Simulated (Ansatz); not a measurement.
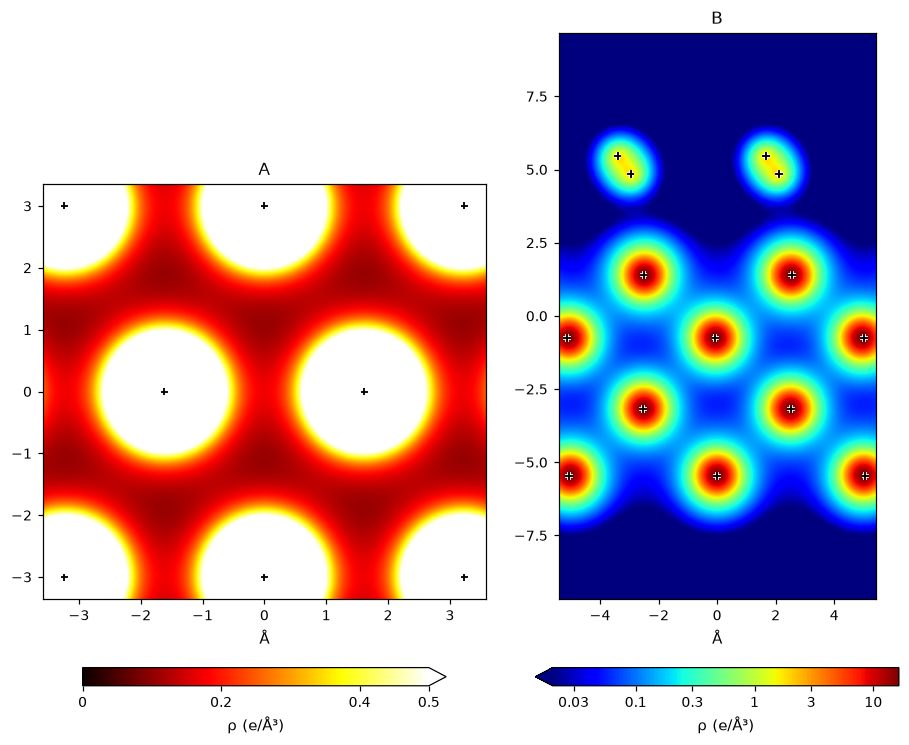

The valence pseudo-density of 2 systems, each on a plane through atoms (crosses mark nuclei in the plane).

Theory: DFT PBEsol, scalar-relativistic, plane waves, PAW (Ansatz 0.2.0).

System 1: Sn, the (011̄) plane of the conventional cell. Space group I4/mmm.

System 2: Sn$_{2}$H (slab), the (11̄0) plane of the calculation cell, a cut from vacuum to vacuum. 

```cif
data_structure
_symmetry_space_group_name_H-M 'P 1'
_symmetry_Int_Tables_number 1
_cell_length_a 3.4135
_cell_length_b 3.4135
_cell_length_c 25.8617
_cell_angle_alpha 90.000
_cell_angle_beta 90.000
_cell_angle_gamma 84.143
_cell_volume 299.77
loop_
_atom_site_label
_atom_site_type_symbol
_atom_site_fract_x
_atom_site_fract_y
_atom_site_fract_z
_atom_site_occupancy
Sn1 Sn 0.50000 0.50000 0.32867 1
Sn2 Sn 0.00000 0.00000 0.41711 1
Sn3 Sn 0.48899 0.48872 0.51119 1
Sn4 Sn 0.00506 0.00480 0.59469 1
H1 H 0.90180 0.93066 0.72784 1
H2 H 0.81418 0.84482 0.75182 1
```

Which map belongs to which system?

Answer. Panel A is system 1, Sn: the plane holds Sn. Sn–Sn (3.23 Å): ρ at the midpoint is about 0.17 e/Å³. Panel B is system 2, Sn$_{2}$H: the plane holds Sn and H. H–H (0.76 Å): ρ at the midpoint is about 1.7 e/Å³.
